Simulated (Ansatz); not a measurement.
**Mo₁₈S₃₅ (cell charge +2, with a compensating background) (cell with a defect): density, localisation and related maps**

The calculation's input:

```
crystal:
  lattice:
    - [9.507, 0.0, 0.0]
    - [-4.7535, 8.2333035138, 0.0]
    - [0.0, 0.0, 12.324]
  atoms:
    - { symbol: Mo, position: [0.1111111111, 0.2222222222, 0.25] }
    - { symbol: Mo, position: [0.1111111111, 0.5555555556, 0.25] }
    - { symbol: Mo, position: [0.1111111111, 0.8888888889, 0.25] }
    - { symbol: Mo, position: [0.4444444444, 0.2222222222, 0.25] }
    - { symbol: Mo, position: [0.4444444444, 0.5555555556, 0.25] }
    - { symbol: Mo, position: [0.4444444444, 0.8888888889, 0.25] }
    - { symbol: Mo, position: [0.7777777778, 0.2222222222, 0.25] }
    - { symbol: Mo, position: [0.7777777778, 0.5555555556, 0.25] }
    - { symbol: Mo, position: [0.7777777778, 0.8888888889, 0.25] }
    - { symbol: Mo, position: [0.2222222222, 0.1111111111, 0.75] }
    - { symbol: Mo, position: [0.2222222222, 0.4444444444, 0.75] }
    - { symbol: Mo, position: [0.2222222222, 0.7777777778, 0.75] }
    - { symbol: Mo, position: [0.5555555556, 0.1111111111, 0.75] }
    - { symbol: Mo, position: [0.5555555556, 0.4444444444, 0.75] }
    - { symbol: Mo, position: [0.5555555556, 0.7777777778, 0.75] }
    - { symbol: Mo, position: [0.8888888889, 0.1111111111, 0.75] }
    - { symbol: Mo, position: [0.8888888889, 0.4444444444, 0.75] }
    - { symbol: Mo, position: [0.8888888889, 0.7777777778, 0.75] }
    - { symbol: S, position: [0.1111111111, 0.5555555556, 0.623] }
    - { symbol: S, position: [0.1111111111, 0.8888888889, 0.623] }
    - { symbol: S, position: [0.4444444444, 0.2222222222, 0.623] }
    - { symbol: S, position: [0.4444444444, 0.5555555556, 0.623] }
    - { symbol: S, position: [0.4444444444, 0.8888888889, 0.623] }
    - { symbol: S, position: [0.7777777778, 0.2222222222, 0.623] }
    - { symbol: S, position: [0.7777777778, 0.5555555556, 0.623] }
    - { symbol: S, position: [0.7777777778, 0.8888888889, 0.623] }
    - { symbol: S, position: [0.2222222222, 0.1111111111, 0.123] }
    - { symbol: S, position: [0.2222222222, 0.4444444444, 0.123] }
    - { symbol: S, position: [0.2222222222, 0.7777777778, 0.123] }
    - { symbol: S, position: [0.5555555556, 0.1111111111, 0.123] }
    - { symbol: S, position: [0.5555555556, 0.4444444444, 0.123] }
    - { symbol: S, position: [0.5555555556, 0.7777777778, 0.123] }
    - { symbol: S, position: [0.8888888889, 0.1111111111, 0.123] }
    - { symbol: S, position: [0.8888888889, 0.4444444444, 0.123] }
    - { symbol: S, position: [0.8888888889, 0.7777777778, 0.123] }
    - { symbol: S, position: [0.1111111111, 0.2222222222, 0.877] }
    - { symbol: S, position: [0.1111111111, 0.5555555556, 0.877] }
    - { symbol: S, position: [0.1111111111, 0.8888888889, 0.877] }
    - { symbol: S, position: [0.4444444444, 0.2222222222, 0.877] }
    - { symbol: S, position: [0.4444444444, 0.5555555556, 0.877] }
    - { symbol: S, position: [0.4444444444, 0.8888888889, 0.877] }
    - { symbol: S, position: [0.7777777778, 0.2222222222, 0.877] }
    - { symbol: S, position: [0.7777777778, 0.5555555556, 0.877] }
    - { symbol: S, position: [0.7777777778, 0.8888888889, 0.877] }
    - { symbol: S, position: [0.2222222222, 0.1111111111, 0.377] }
    - { symbol: S, position: [0.2222222222, 0.4444444444, 0.377] }
    - { symbol: S, position: [0.2222222222, 0.7777777778, 0.377] }
    - { symbol: S, position: [0.5555555556, 0.1111111111, 0.377] }
    - { symbol: S, position: [0.5555555556, 0.4444444444, 0.377] }
    - { symbol: S, position: [0.5555555556, 0.7777777778, 0.377] }
    - { symbol: S, position: [0.8888888889, 0.1111111111, 0.377] }
    - { symbol: S, position: [0.8888888889, 0.4444444444, 0.377] }
    - { symbol: S, position: [0.8888888889, 0.7777777778, 0.377] }
total_charge: 2
kpoints:
  mp_grid: { grid: [3, 3, 2] }
scf:
  occupations: { method: fermi_dirac, width: 0.01 }
hamiltonian:
  xc: pbe
  pseudopotentials: { kind: paw }
output:
  forces: true
  stress: true
  populations: true
  efg:
    quadrupole_moments_barn: { Mo: -0.022, S: -0.0694 }
    contact_densities: true
  write_density: true
  write_potential: true
  elf: true
  volumetric_format: npy
```

Run with:

```sh
ansatz run input.yaml --threads 4 --pin off --max-ram 8192MiB --backend cpu --events-out ev --progress --plain --runs-dir out
```

Not relaxed (largest force 0.9 eV/Å); computed without spin polarisation.

All numbers below come from DFT, PBE, plane-wave PAW, default files, scalar-relativistic (Ansatz).

The density is the valence pseudo-density of a PAW calculation; it isn't the true density close to the nuclei.

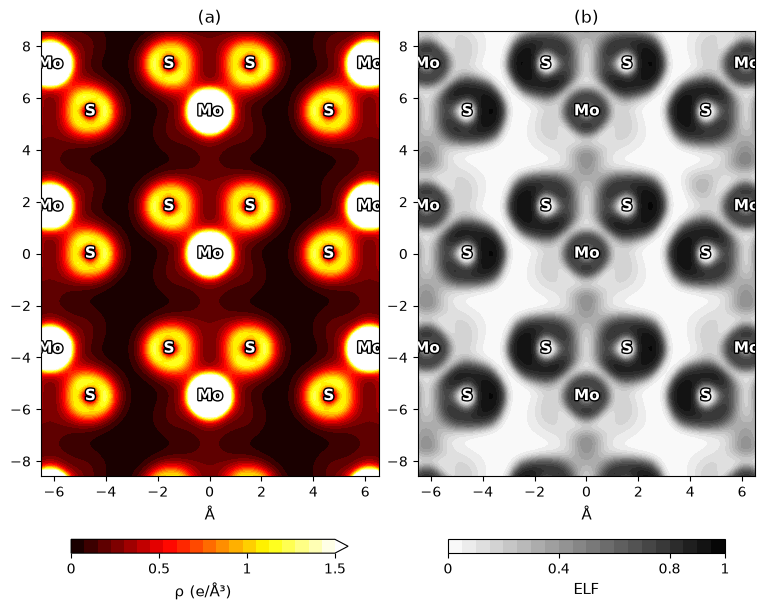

Figure 1. (a) valence pseudo-density; (b) electron localisation function on the (110) plane of the calculation cell.

> Describe what can be read from this map.

Atoms in the plane: Mo and S.
Mo–S (2.41 Å): ρ at the midpoint is about 0.6 e/Å³; the ELF peaks at about 0.85 in the valence shell of S, 0.8 Å from its nucleus, and is about 0.45 at the midpoint.
Between the atoms the lowest density in this plane is 0.01 e/Å³.
The features right at Mo lie inside the PAW spheres, where the map follows smoothed inner orbitals and isn't to be read closely.

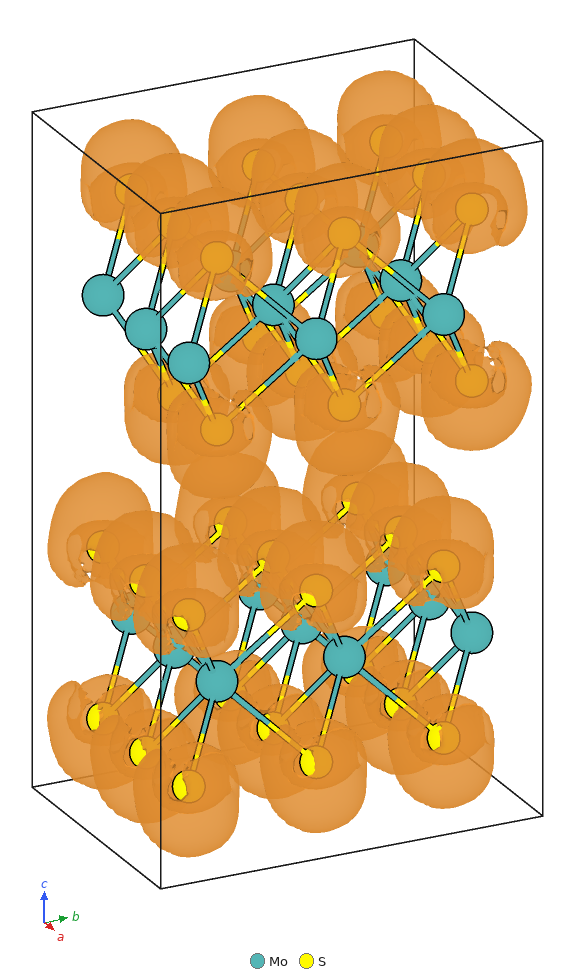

Figure 2. Isosurface of the ELF at 0.8 (orange), seen slightly off an axis. Only the valence region is drawn (cores and ρ < 0.01 e/Å³ removed). Sticks mark near contacts.

> Describe the localisation domains.

The ELF exceeds this value in 35 regions wrapped around S (the valence shell of each), counted in one cell of 53 atoms. Any copies at cell faces, edges or corners count once.
